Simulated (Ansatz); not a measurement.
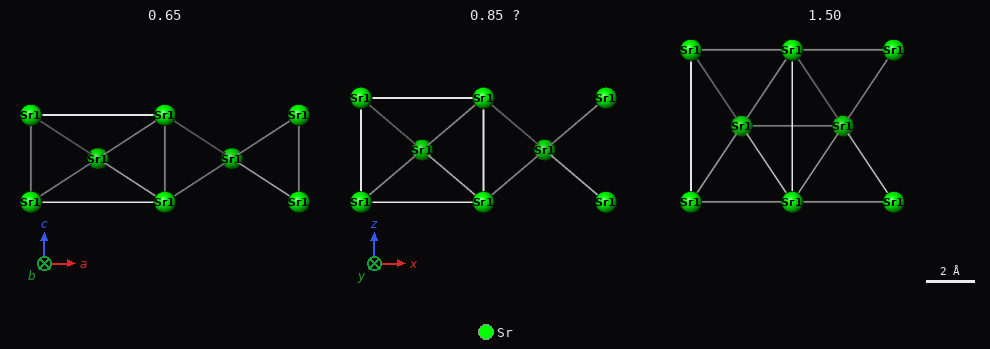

Energy scan for a crystal of Sr (Im-3m), in which the ratio of the cell's length along z to its lengths across, counted as 1 for the reference, is changed at fixed volume (a tetragonal or Bain path), with the atoms kept at their fractional coordinates. x, y and z are the Cartesian axes of the input. Style: ball-and-stick. Shown: the conventional cell (2 times the calculation's cell), repeated 2 × 1 × 1 with one cell outlined, along the b axis. Lengths and directions refer to the drawn axes.

These are results of DFT r2SCAN, scalar-relativistic, plane waves, PAW in Ansatz 0.2.0, not measurements. Settings: plane-wave cutoff 500 eV; k-point mesh 16 × 16 × 16; occupations gaussian; smearing width 0.15 eV; no spin polarisation. Energies (free energies at the smearing named) are counted from the cell as listed in its source, which wasn't relaxed.

| axial ratio over its reference value | E − E(ref) (meV/atom) |
| --- | --- |
| 0.650 | 277.3 |
| 0.707 | 142.2 |
| 0.780 | 49.1 |
| 0.850 | ? |
| 0.920 | 1.3 |
| 0.960 | 0.1 |
| 1.000 | 0.0 |
| 1.050 | −0.1 |
| 1.100 | −0.8 |
| 1.200 | −4.0 |
| 1.300 | −8.2 |
| 1.414 | −10.8 |
| 1.500 | −8.4 |

### One row is withheld. What is its energy?

A straight line between the two neighbours gives 25.2 meV/atom. A cubic through the four nearest rows (0.707, 0.780, 0.920, 0.960) gives, with Lagrange weights, (−0.1370)(142.2) + (0.5986)(49.1) + (0.9231)(1.3) + (−0.3847)(0.1) = 11.1 meV/atom. The calculation gives 11.9 meV/atom, so the cubic is 0.8 meV/atom too low and the straight line 13.3 meV/atom too high, as the curve bends upwards here.

The whole profile:

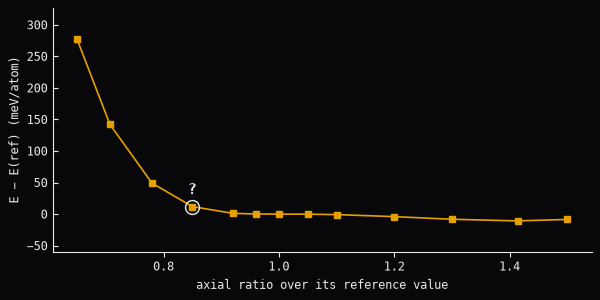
